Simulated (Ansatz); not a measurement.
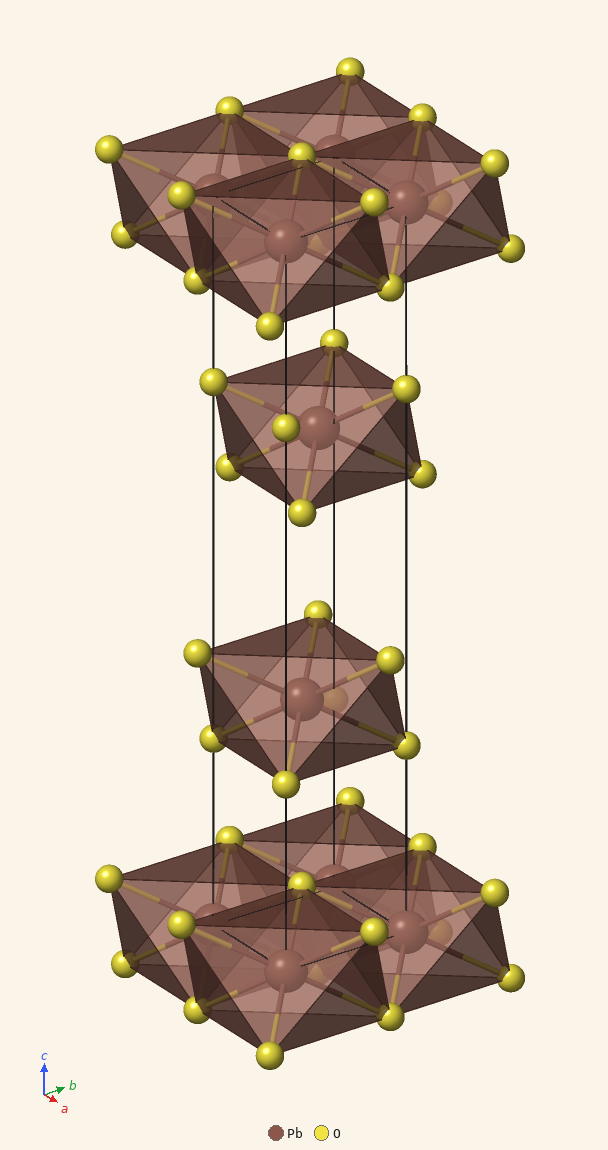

This polyhedral model is shown slightly off an axis. Thin lines show the conventional unit cell, with boundary atoms drawn in all their periodic places. A few atoms beyond the faces are included.

PbO₂, space group R-3m (No. 166), a = 3.446 Å, b = 3.446 Å, c = 13.344 Å, α = 90.00°, β = 90.00°, γ = 120.00°. The cell started as a structure type filled with these elements by a generator (whether the compound takes this form wasn't checked). Earlier steps of the study, as a rule a relaxation of our own, may have changed the cell and positions, so they can lie some per cent off the listed ones. It was run through Ansatz as a DFT input.

This one geometry was computed with Ansatz (DFT, plane waves, PAW) at three levels of theory: r2SCAN, PBE and PBE with spin-orbit coupling.

### Which level gives the highest pressure at this volume, and what does that say about its equilibrium volume?

Highest: PBE (0.0 GPa) and PBE with spin-orbit coupling (-0.3 GPa), which points to the largest equilibrium volume. Lowest, with the smallest volume: r2SCAN (-5.8 GPa). Levels within 0.5 GPa of each other can't be told apart.

### How does the band gap change with the level of theory?

PBE: a gap of 0.13 eV, indirect; PBE with spin-orbit coupling: a gap of 0.16 eV on the k-mesh; r2SCAN: a gap of 0.36 eV on the k-mesh.

### Collect the results in a table.

| level | cutoff (eV) | k-mesh of the run's cell | gap (eV) | pressure (GPa) |
| --- | --- | --- | --- | --- |
| r2SCAN | 500 | 12×12×12 | 0.36 | -5.8 |
| PBE | 420 | 12×12×12 | 0.13 | 0.0 |
| PBE with spin-orbit coupling | 420 | 12×12×12 | 0.16 | -0.3 |

Gaps are taken on the k-mesh or band path of each run.
